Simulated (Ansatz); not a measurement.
Si12O23 (cell charge +1, with a compensating background) (cell with a defect)

The calculation's input:

```
crystal:
  lattice:
    - [-2.49825, 4.327096, 5.457]
    - [4.9965, 0.0, 5.457]
    - [4.9965, 8.654192, 0.0]
  atoms:
    - { symbol: Si, position: [0.750598, 0.2465466, 0.1293537] }
    - { symbol: Si, position: [0.1647881, 0.1712093, 0.164177] }
    - { symbol: Si, position: [0.5753333, 0.087465, 0.9621731] }
    - { symbol: O, position: [0.9784561, 0.1903223, 0.1108424] }
    - { symbol: O, position: [0.351179, 0.1514536, 0.0310143] }
    - { symbol: O, position: [0.1218476, 0.7094825, 0.0466409] }
    - { symbol: O, position: [0.185708, 0.9810709, 0.2960713] }
    - { symbol: O, position: [0.1472619, 0.3542042, 0.220808] }
    - { symbol: O, position: [0.702963, 0.13227, 0.0410689] }
    - { symbol: Si, position: [0.7471772, 0.2532177, 0.6254126] }
    - { symbol: Si, position: [0.1642325, 0.1637, 0.6698624] }
    - { symbol: Si, position: [0.5833606, 0.0807225, 0.4597124] }
    - { symbol: O, position: [0.9890432, 0.1890965, 0.6100916] }
    - { symbol: O, position: [0.354908, 0.1449394, 0.5294587] }
    - { symbol: O, position: [0.1851725, 0.9818252, 0.8062821] }
    - { symbol: O, position: [0.1489863, 0.3562202, 0.717544] }
    - { symbol: O, position: [0.7101881, 0.1268282, 0.5419653] }
    - { symbol: Si, position: [0.2513465, 0.7477254, 0.3767499] }
    - { symbol: Si, position: [0.6686278, 0.6680715, 0.4208467] }
    - { symbol: Si, position: [0.0795571, 0.5857712, 0.2117666] }
    - { symbol: O, position: [0.4799489, 0.6880976, 0.3613824] }
    - { symbol: O, position: [0.8549086, 0.6508353, 0.2823186] }
    - { symbol: O, position: [0.6206834, 0.205557, 0.2913321] }
    - { symbol: O, position: [0.6847002, 0.4770728, 0.5566932] }
    - { symbol: O, position: [0.6420827, 0.8556949, 0.4658274] }
    - { symbol: O, position: [0.215959, 0.6256635, 0.2910505] }
    - { symbol: Si, position: [0.2524577, 0.7501224, 0.872205] }
    - { symbol: Si, position: [0.6683896, 0.6755299, 0.9146903] }
    - { symbol: Si, position: [0.0824685, 0.5883925, 0.7097125] }
    - { symbol: O, position: [0.4784794, 0.6920762, 0.8646996] }
    - { symbol: O, position: [0.8507259, 0.6421617, 0.7819333], spin: 1.0 }
    - { symbol: O, position: [0.6242358, 0.2045081, 0.7994782] }
    - { symbol: O, position: [0.6939478, 0.4727032, 0.0572888] }
    - { symbol: O, position: [0.6497782, 0.8460024, 0.9670879] }
    - { symbol: O, position: [0.2056284, 0.627327, 0.786016] }
magnetization:
  spin_polarized: true
total_charge: 1
basis:
  ecutwfc: 420.0
kpoints:
  mp_grid: { grid: [2, 2, 2] }
hamiltonian:
  xc: pbe
  pseudopotentials: { kind: paw, azcp: { folder: soft_1 } }
scf:
  occupations: { method: fermi_dirac, width: 0.05 }
  lower_state_search: "off"
relax:
  f_tol: 0.03
  max_steps: 60
  adjacent_minimum: "off"
output:
  write_density: true
  write_potential: true
  elf: true
  volumetric_format: npy
```

Command:

```sh
ansatz run input.yaml --threads 4 --pin off --max-ram 10240MiB --backend cpu --events-out ev --progress --plain --runs-dir out
```

The fields are those of the run's last geometry, not of the input's.

PAW files of the earlier set (soft_1); spin-polarised.

All numbers below come from DFT PBE, scalar-relativistic, plane waves, PAW (Ansatz 0.2.0).

Core electrons are frozen (PAW), and the valence fields are smoothed inside the atomic spheres.

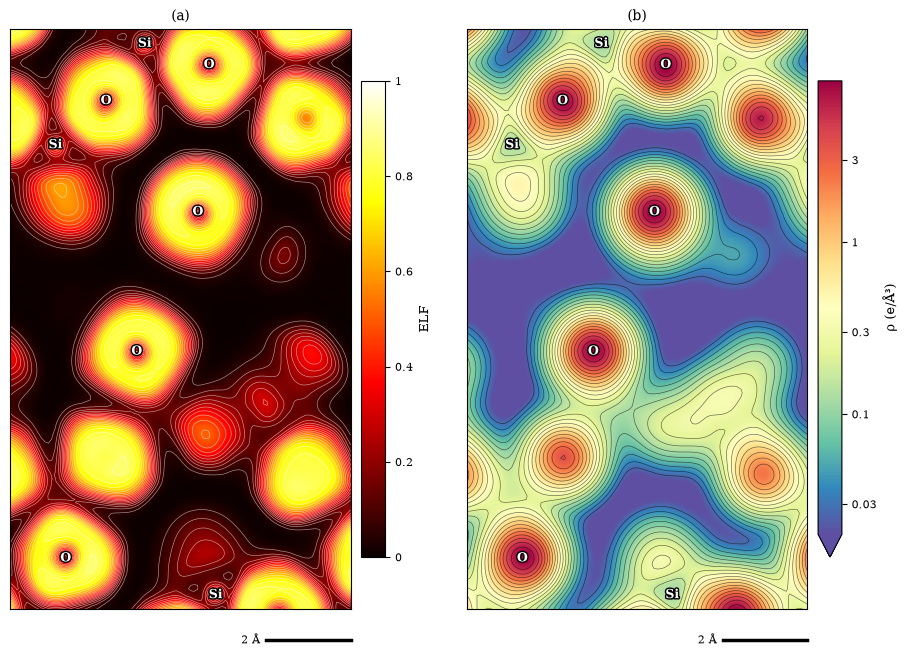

Figure 1. (a) ELF; (b) valence electron density on the (011̄) plane of the calculation cell.

> What do the fields say about this system?

The plane passes through O and Si nuclei.
Atoms just off the plane (Si, 0.4 Å away and O, 0.3 Å away) can leave unmarked features too.
Si–O (1.59 Å): ρ at the midpoint is about 1.3 e/Å³; the ELF peaks at about 0.85 between the atoms, as expected for a short, strongly polar bond.
Si–O (1.62 Å): the density is about 1.2 e/Å³ at the midpoint; the ELF peaks at about 0.85 between the atoms; a polar covalent bond.
Between the atoms the lowest density in this plane is 0.007 e/Å³.
The ELF also peaks beside O, away from the bonds: lone-pair regions.

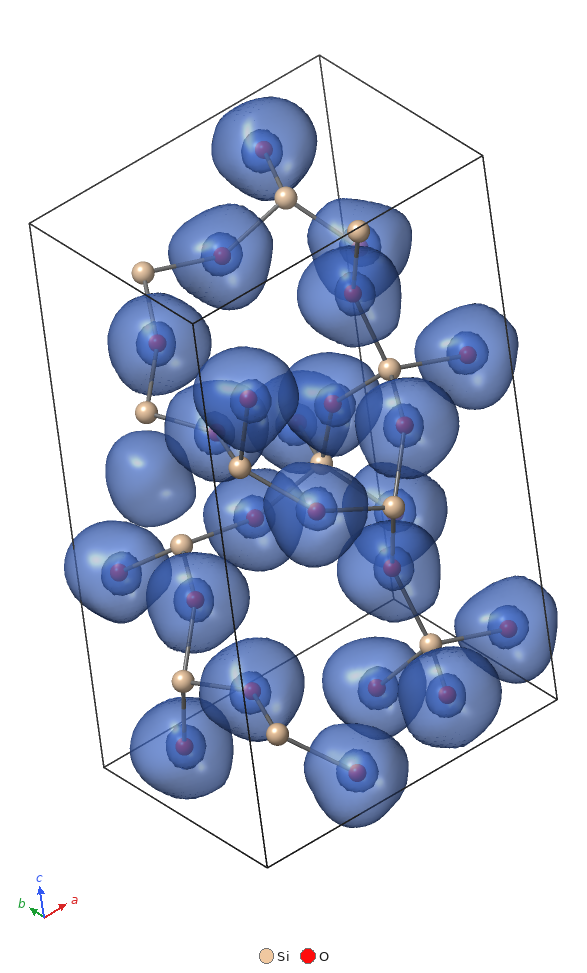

Figure 2. Isosurface of the electron localisation function at 0.7 (blue), seen slightly off an axis. Core shells and regions of very low density are left out. Sticks mark near contacts.

> Identify the bonds, lone pairs and shells in this picture.

At this value the surface marks out 23 regions on O in which the atom's valence shell and bonds are merged and one pocket between the atoms, centred on no nucleus (multi-centre or interstitial), counted in one cell of 35 atoms. Regions shared between cells count once. Profiles from the grid: Si–O (1.64 Å): the ELF peaks at about 0.85 between the atoms; a shared but strongly polarised pair.
